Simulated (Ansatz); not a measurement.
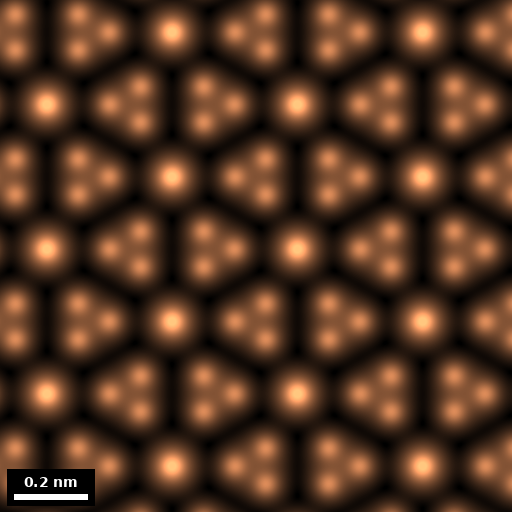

Map of the projected electrostatic potential of a crystal. Computed as the sum of neutral-atom potentials (tabulated electron scattering factors, B = 0.8 Å²) projected along the beam and smoothed by 0.25 Å; brighter is more positive. The display is stretched by a gamma of 0.6; percentages refer to the linear signal.

What two-dimensional lattice does the image show, and how large is its cell?

The pattern repeats on a hexagonal net with a repeat of 4.0 Å.

What is the plane group of the image?

p6mm: sixfold points with mirror lines through them.

How many columns does the smallest repeating cell hold, and how many levels of brightness?

7 columns in the primitive cell of 13.5 Å², with 2 levels of brightness (about 100, 50 % of the brightest, counted from the darkest point).

The crystal is Si (Pm-3n, No. 223) seen along [111]. Structure used: the end point of a relaxation with Ansatz 0.2.0, DFT, r2SCAN, plane waves (500 eV) with PAW, scalar-relativistic; the starting structure was generated, so it need not be a known form of this composition.
